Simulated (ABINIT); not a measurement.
# MoS$_{2}$: rpa calculation (part 2 of 3)

Continued. System: MoS$_{2}$ (P6₃/mmc, 6 atoms in the cell). Method: Kohn-Sham DFT of a periodic cell, LDA, PseudoDojo NC SR LDA v0.4.1 standard, RPA, no spin polarisation (ABINIT 10.8.3); cutoff 952.4 eV, 5×5×1 k-mesh, fixed occupations. The structure derives from an entry of the Crystallography Open Database.

Geometry of the input (Å; fractional positions):
```
3.1690  0.0000  0.0000
-1.5845  2.7444  0.0000
0.0000  0.0000  12.3240
Mo 0.6667  0.3333  0.7500
Mo 0.3333  0.6667  0.2500
S  0.6667  0.3333  0.3770
S  0.3333  0.6667  0.8770
S  0.6667  0.3333  0.1230
S  0.3333  0.6667  0.6230
```

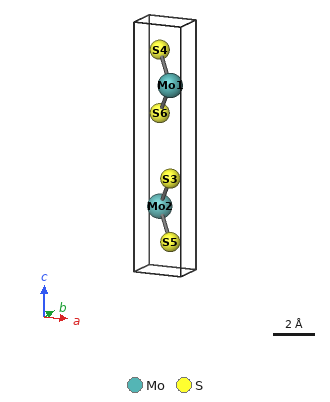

Fig. 1: The structure (ball-and-stick view of the cell of the calculation, seen slightly off an axis; atoms are numbered from 1 in the order of the input). An atom can appear more than once, as a periodic image.

**Log, continued**
```
--- !EnergyTerms
iteration_state     : {dtset: 1, }
comment             : Components of total free energy in Hartree
kinetic             :  5.99311078591824E+01
hartree             :  5.39887089617676E+01
xc                  : -3.32327520619560E+01
Ewald energy        : -1.19847493876374E+02
psp_core            :  4.76872550598997E+00
local_psp           : -1.74120775261985E+02
non_local_psp       :  2.33251382605012E+01
total_energy        : -1.85187340612873E+02
total_energy_eV     : -5.03920425328294E+03
band_energy         : -1.64479317249432E+01
...

 Cartesian components of stress tensor (hartree/bohr^3)
  sigma(1 1)=  2.03706637E-04  sigma(3 2)=  0.00000000E+00
  sigma(2 2)=  2.03706636E-04  sigma(3 1)=  0.00000000E+00
  sigma(3 3)=  1.75098657E-04  sigma(2 1)=  6.55271103E-14

-Cartesian components of stress tensor (GPa)         [Pressure= -5.7127E+00 GPa]
- sigma(1 1)=  5.99325617E+00  sigma(3 2)=  0.00000000E+00
- sigma(2 2)=  5.99325616E+00  sigma(3 1)=  0.00000000E+00
- sigma(3 3)=  5.15158035E+00  sigma(2 1)=  1.92787414E-09

================================================================================
== DATASET  2 ==================================================================
     --> not optimal distribution: autoparal keyword recommended in input file <--

--- !DatasetInfo
iteration_state: {dtset: 2, }
dimensions: {natom: 6, nkpt: 5, mband: 250, nsppol: 1, nspinor: 1, nspden: 1, mpw: 7180, }
cutoff_energies: {ecut:  35.0, pawecutdg:  -1.0, }
electrons: {nelect:   5.20000000E+01, charge:   0.00000000E+00, occopt:   1.00000000E+00, tsmear:   1.00000000E-02, }
meta: {optdriver: 0, ionmov: 0, optcell: 0, iscf: -2, paral_kgb: 0, }
...

 mkfilename : getden/=0, take file _DEN from output of DATASET   1.

 Exchange-correlation functional for the present dataset will be:
  LDA: Perdew-Wang 92 LSD fit to Ceperley-Alder data - ixc=7
  J.P.Perdew and Y.Wang, PRB 45, 13244 (1992)

 Real(R)+Recip(G) space primitive vectors, cartesian coordinates (Bohr,Bohr^-1):
 R(1)=  5.9885421  0.0000000  0.0000000  G(1)=  0.1669856  0.0964092  0.0000000
 R(2)= -2.9942710  5.1862296  0.0000000  G(2)=  0.0000000  0.1928183  0.0000000
 R(3)=  0.0000000  0.0000000 23.2889848  G(3)=  0.0000000  0.0000000  0.0429388
 Unit cell volume ucvol=  7.2330822E+02 bohr^3
 Angles (23,13,12)=  9.00000000E+01  9.00000000E+01  1.20000000E+02 degrees

 getcut: wavevector=  0.0000  0.0000  0.0000  ngfft=  32  32 128
         ecut(hartree)=     35.000   => boxcut(ratio)=   2.00646
--------------------------------------------------------------------------------

================================================================================
 Non-SCF case, kpt    1 (  0.00000  0.00000  0.00000), residuals and eigenvalues=
  4.31E-13  4.71E-13  9.71E-13  8.80E-13  5.25E-13  6.79E-13  3.53E-13  1.84E-13
  1.47E-13  8.95E-13  1.90E-13  1.85E-13  9.67E-13  1.47E-13  3.04E-13  1.05E-13
  8.84E-14  1.52E-13  9.52E-14  2.05E-13  1.41E-13  1.43E-13  1.01E-13  1.02E-13
  9.91E-13  1.75E-13  1.48E-13  9.35E-13  1.16E-13  9.67E-14  1.36E-13  1.53E-13
  1.30E-13  1.35E-13  2.20E-13  9.26E-13  8.21E-13  7.61E-13  5.59E-13  5.23E-13
  6.69E-13  7.80E-13  5.81E-13  6.62E-13  1.11E-13  8.47E-13  6.27E-13  7.76E-13
  1.35E-13  6.14E-13  7.96E-13  2.73E-13  7.86E-13  7.60E-13  7.23E-13  4.01E-13
  6.54E-13  1.51E-13  2.92E-13  2.10E-13  5.80E-13  6.57E-13  6.27E-13  6.35E-13
  7.23E-13  8.64E-13  5.92E-13  4.44E-13  8.15E-13  5.82E-13  9.17E-14  4.98E-13
  3.53E-13  4.27E-13  7.85E-13  7.25E-13  2.32E-13  7.69E-13  8.74E-13  5.93E-13
  7.13E-13  1.23E-13  6.97E-13  9.65E-13  8.55E-13  1.47E-13  1.05E-13  9.89E-14
  9.53E-13  1.91E-13  5.98E-13  9.00E-14  3.86E-13  1.88E-13  1.10E-13  3.06E-13
  2.20E-13  8.06E-14  3.36E-13  1.82E-13  2.28E-13  9.83E-14  9.19E-14  2.01E-13
  1.71E-13  1.70E-13  3.62E-13  5.20E-13  1.71E-13  2.28E-13  2.71E-13  8.28E-13
  2.51E-13  2.28E-13  3.42E-13  3.85E-13  8.06E-14  5.97E-13  2.82E-13  1.07E-13
  2.43E-13  4.56E-13  4.58E-13  2.44E-13  1.90E-13  1.43E-13  3.63E-13  2.94E-13
  1.59E-13  2.60E-13  2.47E-13  2.04E-13  3.84E-13  2.78E-13  4.77E-13  6.30E-13
  3.35E-13  6.05E-13  5.00E-13  3.15E-13  4.09E-13  3.85E-13  3.22E-13  6.20E-13
  2.55E-13  4.00E-13  2.01E-13  1.64E-13  3.08E-13  7.33E-13  9.10E-13  8.53E-13
  5.68E-13  2.71E-13  7.49E-13  5.39E-13  7.47E-13  5.12E-13  3.12E-13  3.32E-13
  5.00E-13  3.03E-13  4.18E-13  5.21E-13  4.42E-13  2.68E-13  2.31E-13  5.97E-13
  6.87E-13  3.54E-13  8.06E-13  2.75E-13  4.22E-13  3.61E-13  3.27E-13  2.94E-13
  1.74E-13  9.24E-13  6.93E-13  7.24E-13  9.43E-13  2.02E-13  1.82E-13  2.31E-13
  1.98E-13  2.69E-13  4.79E-13  6.17E-13  6.16E-13  3.56E-13  9.14E-13  7.59E-13
  6.11E-13  4.31E-13  2.26E-13  9.51E-13  8.08E-13  8.28E-13  7.26E-13  4.48E-13
  8.71E-13  7.73E-13  4.20E-13  5.23E-13  4.29E-13  5.00E-13  9.35E-13  6.28E-13
  4.79E-13  5.80E-13  2.85E-13  6.31E-13  6.55E-13  8.69E-13  4.93E-13  4.74E-13
  5.10E-13  3.38E-13  6.12E-13  5.27E-13  9.67E-13  6.55E-13  3.29E-13  7.35E-13
  4.11E-13  5.34E-13  3.54E-13  3.01E-13  1.44E-12  4.14E-12  5.14E-12  9.50E-11
  8.74E-11  3.67E-10  2.65E-10  3.34E-09  8.60E-09  1.61E-08  4.21E-07  3.53E-06
  1.24E-06  1.61E-06  6.48E-06  7.60E-06  1.45E-04  1.07E-05  5.79E-05  3.76E-04
  4.62E-04  7.85E-04
 -1.9522E+00 -1.9522E+00 -1.0045E+00 -1.0045E+00 -9.9592E-01 -9.9592E-01
 -9.9592E-01 -9.9592E-01 -2.4416E-01 -2.3398E-01 -1.9927E-01 -1.8243E-01
  5.0134E-02  8.9342E-02  1.7354E-01  1.8308E-01  1.8308E-01  1.8356E-01
  1.8356E-01  2.2365E-01  2.2365E-01  2.2536E-01  2.2536E-01  2.5973E-01
  2.6142E-01  3.0392E-01  3.8052E-01  3.8052E-01  3.8154E-01  3.8154E-01
  3.8693E-01  3.8693E-01  3.9339E-01  3.9339E-01  5.0301E-01  5.0893E-01
  5.9573E-01  6.1314E-01  6.1569E-01  6.6471E-01  6.6471E-01  6.6780E-01
  6.8051E-01  6.8051E-01  7.2546E-01  7.3053E-01  7.3053E-01  7.5752E-01
  7.5752E-01  7.6845E-01  8.4271E-01  8.4826E-01  8.4826E-01  8.5417E-01
  8.5417E-01  8.5590E-01  8.8150E-01  8.8150E-01  8.8295E-01  9.0274E-01
  9.0274E-01  9.5492E-01  9.7573E-01  1.0185E+00  1.0278E+00  1.0600E+00
  1.0801E+00  1.0970E+00  1.0970E+00  1.1746E+00  1.1746E+00  1.2088E+00
  1.2204E+00  1.2204E+00  1.2424E+00  1.2424E+00  1.2850E+00  1.2857E+00
  1.2857E+00  1.3035E+00  1.3269E+00  1.3309E+00  1.3309E+00  1.3908E+00
  1.4110E+00  1.4110E+00  1.4117E+00  1.4412E+00  1.4445E+00  1.4445E+00
  1.4847E+00  1.4847E+00  1.5533E+00  1.5675E+00  1.5675E+00  1.5719E+00
  1.5719E+00  1.5776E+00  1.5792E+00  1.5998E+00  1.5998E+00  1.6056E+00
  1.6056E+00  1.6469E+00  1.6470E+00  1.6643E+00  1.6796E+00  1.6796E+00
  1.6934E+00  1.7336E+00  1.7336E+00  1.7936E+00  1.8265E+00  1.8265E+00
  1.8316E+00  1.8316E+00  1.8606E+00  1.9153E+00  1.9153E+00  1.9218E+00
  1.9256E+00  1.9256E+00  1.9371E+00  1.9619E+00  1.9712E+00  1.9712E+00
  1.9770E+00  1.9770E+00  1.9957E+00  1.9957E+00  2.0242E+00  2.0355E+00
  2.0643E+00  2.0650E+00  2.0650E+00  2.1364E+00  2.1416E+00  2.1416E+00
  2.1580E+00  2.1631E+00  2.1631E+00  2.1653E+00  2.1947E+00  2.1947E+00
  2.2198E+00  2.2313E+00  2.2674E+00  2.2674E+00  2.2965E+00  2.3060E+00
  2.3060E+00  2.3195E+00  2.3195E+00  2.3540E+00  2.3540E+00  2.3608E+00
  2.3739E+00  2.3787E+00  2.3933E+00  2.3933E+00  2.3965E+00  2.4235E+00
  2.4261E+00  2.4261E+00  2.4401E+00  2.4749E+00  2.4749E+00  2.4780E+00
  2.4780E+00  2.4994E+00  2.4994E+00  2.5376E+00  2.5401E+00  2.5525E+00
  2.5525E+00  2.5633E+00  2.5695E+00  2.5833E+00  2.5833E+00  2.5929E+00
  2.5991E+00  2.6040E+00  2.6040E+00  2.6277E+00  2.6277E+00  2.6463E+00
  2.6637E+00  2.6637E+00  2.6721E+00  2.6851E+00  2.6890E+00  2.6890E+00
  2.6959E+00  2.7031E+00  2.7031E+00  2.7226E+00  2.7590E+00  2.7603E+00
  2.7603E+00  2.7685E+00  2.7815E+00  2.7815E+00  2.7973E+00  2.8026E+00
  2.8039E+00  2.8039E+00  2.8437E+00  2.8437E+00  2.8544E+00  2.8646E+00
  2.8717E+00  2.8717E+00  2.8841E+00  2.8902E+00  2.8902E+00  2.9129E+00
  2.9129E+00  2.9306E+00  2.9306E+00  2.9538E+00  2.9707E+00  2.9729E+00
  2.9729E+00  2.9765E+00  2.9911E+00  2.9911E+00  3.0019E+00  3.0019E+00
  3.0134E+00  3.0367E+00  3.0367E+00  3.0506E+00  3.0779E+00  3.0779E+00
  3.1066E+00  3.1066E+00  3.1156E+00  3.1377E+00  3.1846E+00  3.1846E+00
  3.1883E+00  3.1916E+00  3.2075E+00  3.2146E+00  3.2148E+00  3.2236E+00
  3.2237E+00  3.2362E+00  3.2430E+00  3.2753E+00
 prteigrs : prtvol=0 or 1, do not print more k-points.

--- !ResultsGS
iteration_state: {dtset: 2, }
comment   : Summary of ground state results
lattice_vectors:
- [  5.9885421,   0.0000000,   0.0000000, ]
- [ -2.9942710,   5.1862296,   0.0000000, ]
- [  0.0000000,   0.0000000,  23.2889848, ]
lattice_lengths: [   5.98854,    5.98854,   23.28898, ]
lattice_angles: [ 90.000,  90.000, 120.000, ] # degrees, (23, 13, 12)
lattice_volume:   7.2330822E+02
convergence: {deltae:  0.000E+00, res2:  0.000E+00, residm:  9.979E-13, diffor:  0.000E+00, }
etotal    :  -1.85187341E+02
entropy   :   0.00000000E+00
fermie    :   3.03924992E-01
cartesian_stress_tensor: null
pressure_GPa: null
xred      :
- [  6.6667E-01,   3.3333E-01,   7.5000E-01, Mo]
- [  3.3333E-01,   6.6667E-01,   2.5000E-01, Mo]
- [  6.6667E-01,   3.3333E-01,   3.7700E-01,  S]
- [  3.3333E-01,   6.6667E-01,   8.7700E-01,  S]
- [  6.6667E-01,   3.3333E-01,   1.2300E-01,  S]
- [  3.3333E-01,   6.6667E-01,   6.2300E-01,  S]
cartesian_forces: null
force_length_stats: {min: null, max: null, mean: null, }
...

 Integrated electronic density in atomic spheres:
 ------------------------------------------------
 Atom  Sphere_radius  Integrated_density
    1        2.00000         10.49552197
    2        2.00000         10.49552197
    3        2.00000          3.91686568
    4        2.00000          3.91686568
    5        2.00000          3.91686568
    6        2.00000          3.91686568
================================================================================

 ----iterations are completed or convergence reached----

 Mean square residual over all n,k,spin=   49.632E-14; max=  99.786E-14
 reduced coordinates (array xred) for    6 atoms
       0.666666666667      0.333333333333      0.750000000000
       0.333333333333      0.666666666667      0.250000000000
       0.666666666667      0.333333333333      0.377000000000
       0.333333333333      0.666666666667      0.877000000000
       0.666666666667      0.333333333333      0.123000000000
       0.333333333333      0.666666666667      0.623000000000

 cartesian coordinates (angstrom) at end:
    1      1.58449999890590     0.91481150091853     9.24299999373421
    2     -0.00000000001764     1.82962300183707     3.08099999791140
    3      1.58449999890590     0.91481150091853     4.64614799685040
    4     -0.00000000001764     1.82962300183707    10.80814799267320
    5      1.58449999890590     0.91481150091853     1.51585199897241
    6     -0.00000000001764     1.82962300183707     7.67785199479522
 length scales=  1.000000000000  1.000000000000  1.000000000000 bohr
              =  0.529177210544  0.529177210544  0.529177210544 angstroms
 Eigenvalues (hartree) for nkpt=   5  k points:
 kpt#   1, nband=250, wtk=  0.04000, kpt=  0.0000  0.0000  0.0000 (reduced coord)
  -1.95225   -1.95225   -1.00450   -1.00449   -0.99592   -0.99592   -0.99592   -0.99592
  -0.24416   -0.23398   -0.19927   -0.18243    0.05013    0.08934    0.17354    0.18308
   0.18308    0.18356    0.18356    0.22365    0.22365    0.22536    0.22536    0.25973
   0.26142    0.30392    0.38052    0.38052    0.38154    0.38154    0.38693    0.38693
   0.39339    0.39339    0.50301    0.50893    0.59573    0.61314    0.61569    0.66471
   0.66471    0.66780    0.68051    0.68051    0.72546    0.73053    0.73053    0.75752
   0.75752    0.76845    0.84271    0.84826    0.84826    0.85417    0.85417    0.85590
   0.88150    0.88150    0.88295    0.90274    0.90274    0.95492    0.97573    1.01848
   1.02779    1.05998    1.08012    1.09696    1.09696    1.17464    1.17464    1.20877
   1.22040    1.22040    1.24241    1.24241    1.28500    1.28571    1.28571    1.30347
   1.32686    1.33091    1.33091    1.39085    1.41101    1.41101    1.41166    1.44119
   1.44454    1.44454    1.48472    1.48472    1.55329    1.56748    1.56748    1.57187
   1.57187    1.57756    1.57920    1.59980    1.59980    1.60560    1.60560    1.64691
   1.64703    1.66433    1.67960    1.67960    1.69344    1.73357    1.73357    1.79362
   1.82653    1.82653    1.83156    1.83156    1.86064    1.91526    1.91526    1.92178
   1.92562    1.92562    1.93707    1.96189    1.97121    1.97121    1.97702    1.97702
   1.99574    1.99574    2.02416    2.03554    2.06430    2.06504    2.06504    2.13636
   2.14157    2.14157    2.15803    2.16311    2.16311    2.16530    2.19465    2.19465
   2.21979    2.23132    2.26737    2.26737    2.29653    2.30598    2.30598    2.31947
   2.31947    2.35396    2.35396    2.36084    2.37388    2.37869    2.39332    2.39332
   2.39647    2.42345    2.42609    2.42609    2.44013    2.47486    2.47486    2.47801
   2.47801    2.49939    2.49939    2.53756    2.54006    2.55252    2.55252    2.56329
   2.56953    2.58332    2.58332    2.59294    2.59910    2.60404    2.60404    2.62767
   2.62767    2.64630    2.66369    2.66369    2.67211    2.68511    2.68902    2.68902
   2.69593    2.70313    2.70313    2.72264    2.75904    2.76026    2.76026    2.76851
   2.78147    2.78147    2.79730    2.80262    2.80394    2.80394    2.84365    2.84365
   2.85436    2.86465    2.87170    2.87170    2.88408    2.89016    2.89016    2.91293
   2.91293    2.93065    2.93065    2.95381    2.97072    2.97290    2.97290    2.97647
   2.99112    2.99112    3.00193    3.00193    3.01344    3.03667    3.03667    3.05056
   3.07794    3.07794    3.10661    3.10661    3.11558    3.13775    3.18459    3.18460
   3.18835    3.19164    3.20753    3.21459    3.21485    3.22362    3.22374    3.23617
   3.24296    3.27534
 prteigrs : prtvol=0 or 1, do not print more k-points.

================================================================================
== DATASET  3 ==================================================================

--- !DatasetInfo
iteration_state: {dtset: 3, }
dimensions: {natom: 6, nkpt: 5, mband: 228, nsppol: 1, nspinor: 1, nspden: 1, mpw: 3332, }
cutoff_energies: {ecut:  21.0, pawecutdg:  -1.0, }
electrons: {nelect:   5.20000000E+01, charge:   0.00000000E+00, occopt:   1.00000000E+00, tsmear:   1.00000000E-02, }
meta: {optdriver: 3, gwcalctyp: 1, }
...

 mkfilename : getwfk/=0, take file _WFK from output of DATASET   2.

 Exchange-correlation functional for the present dataset will be:
  LDA: Perdew-Wang 92 LSD fit to Ceperley-Alder data - ixc=7
  J.P.Perdew and Y.Wang, PRB 45, 13244 (1992)

 SCREENING: Calculation of the susceptibility and dielectric matrices

 Based on a program developped by R.W. Godby, V. Olevano, G. Onida, and L. Reining.
 Incorporated in ABINIT by V. Olevano, G.-M. Rignanese, and M. Torrent.

 Real(R)+Recip(G) space primitive vectors, cartesian coordinates (Bohr,Bohr^-1):
 R(1)=  5.9885421  0.0000000  0.0000000  G(1)=  0.1669856  0.0964092  0.0000000
 R(2)= -2.9942710  5.1862296  0.0000000  G(2)=  0.0000000  0.1928183  0.0000000
 R(3)=  0.0000000  0.0000000 23.2889848  G(3)=  0.0000000  0.0000000  0.0429388
 Unit cell volume ucvol=  7.2330822E+02 bohr^3
 Angles (23,13,12)=  9.00000000E+01  9.00000000E+01  1.20000000E+02 degrees

--- Pseudopotential description ------------------------------------------------
- pspini: atom type   1  psp file is ./Mo.upf
  42.00000  14.00000  180309                  znucl, zion, pspdat
12 -1012 2 -1 1602                            pspcod,pspxc,lmax,lloc,mmax
     nproj     2     2     2

- pspini: atom type   2  psp file is ./S.upf
  16.00000   6.00000  180309                  znucl, zion, pspdat
12 -1012 2 -1 1132                            pspcod,pspxc,lmax,lloc,mmax
     nproj     2     2     2

--------------------------------------------------------------------------------

 ==== K-mesh for the wavefunctions ====
 Number of points in the irreducible wedge :     5
 Reduced coordinates and weights :

     1)     0.00000000E+00  0.00000000E+00  0.00000000E+00       0.04000
     2)     2.00000000E-01  0.00000000E+00  0.00000000E+00       0.24000
     3)     4.00000000E-01  0.00000000E+00  0.00000000E+00       0.24000
     4)     2.00000000E-01  2.00000000E-01  0.00000000E+00       0.24000
     5)     4.00000000E-01  2.00000000E-01  0.00000000E+00       0.24000

 Together with 24 symmetry operations and time-reversal symmetry
 yields    25 points in the full Brillouin Zone.

 ==== Q-mesh for the screening function ====
 Number of points in the irreducible wedge :     5
 Reduced coordinates and weights :
```
